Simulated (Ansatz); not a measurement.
SnO2

```xyz
48
Lattice="8.8616 0.0000 0.0000 0.0000 8.8600 -0.0001 0.0000 0.0001 8.8625" Properties=species:S:1:pos:R:3 pbc="T T T"
Sn    3.3230    3.3224    1.1076
Sn    7.7538    7.7525    1.1076
Sn    7.7538    3.3225    5.5388
Sn    3.3230    7.7525    5.5388
Sn    1.1074    3.3225    3.3231
Sn    5.5382    7.7526    3.3231
Sn    5.5382    3.3226    7.7544
Sn    1.1074    7.7526    7.7543
Sn    3.3229    1.1075    3.3234
Sn    7.7537    5.5376    3.3234
Sn    7.7537    1.1076    7.7546
Sn    3.3229    5.5376    7.7546
Sn    1.1077    1.1073    1.1076
Sn    5.5385    5.5374    1.1076
Sn    5.5385    1.1074    5.5389
Sn    1.1077    5.5374    5.5388
O     7.8928    3.4617    3.4624
O     3.4620    7.8916    3.4623
O     3.4621    3.4617    7.8936
O     7.8928    7.8917    7.8936
O     5.3994    3.4615    0.9685
O     0.9685    7.8914    0.9685
O     0.9686    3.4615    5.3998
O     5.3993    7.8915    5.3997
O     5.3993    0.9684    3.4623
O     0.9685    5.3984    3.4623
O     0.9685    0.9685    7.8935
O     5.3993    5.3985    7.8935
O     7.8928    0.9684    0.9687
O     3.4620    5.3984    0.9687
O     3.4621    0.9685    5.4000
O     7.8928    5.3985    5.3999
O     3.1840    1.2464    1.2467
O     7.6147    5.6765    1.2466
O     7.6148    1.2465    5.6779
O     3.1840    5.6765    5.6779
O     1.2467    1.2465    3.1842
O     5.6774    5.6766    3.1841
O     5.6775    1.2466    7.6154
O     1.2467    5.6766    7.6154
O     1.2466    3.1834    1.2465
O     5.6774    7.6134    1.2464
O     5.6774    3.1835    5.6777
O     1.2466    7.6135    5.6777
O     3.1837    3.1834    3.1841
O     7.6145    7.6135    3.1840
O     7.6145    3.1835    7.6153
O     3.1837    7.6135    7.6153
```

Space group Fd-3m; a structure from a database of computed crystals, not necessarily the ambient phase; changed on purpose from its base cell (all atoms moved at random, sigma 0.05 A a component, cell strained at random, sigma 0.1; relaxed back).

These are results of DFT LDA, scalar-relativistic, plane waves, PAW in Ansatz, not measurements.

What will maps of the valence pseudo-density and electron localisation function show?

Sn–O (2.09 Å): the density is about 0.66 e/Å³ at the midpoint; the ELF peaks at about 0.80 in the valence shell of O, 0.6 Å from its nucleus, and is about 0.25 at the midpoint: no localised pair shows between them.

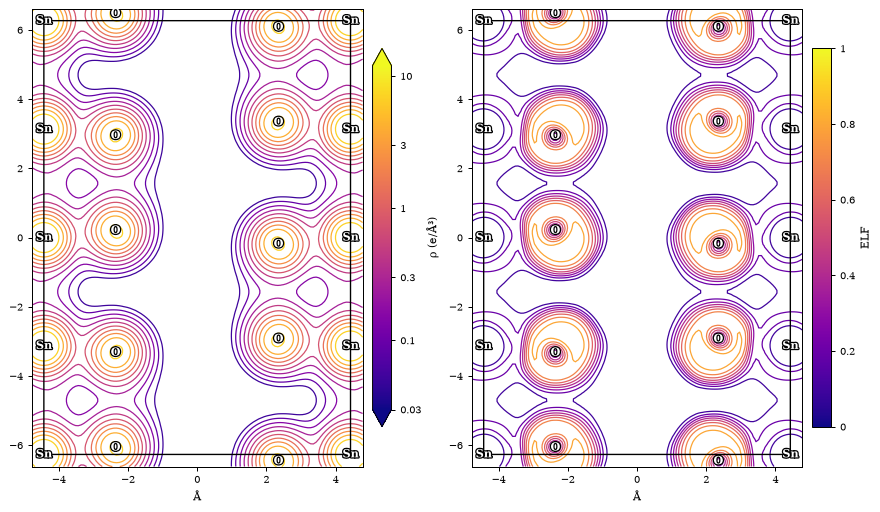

Computed valence pseudo-density and electron localisation function on the (101) plane of the conventional cell, in this order. 
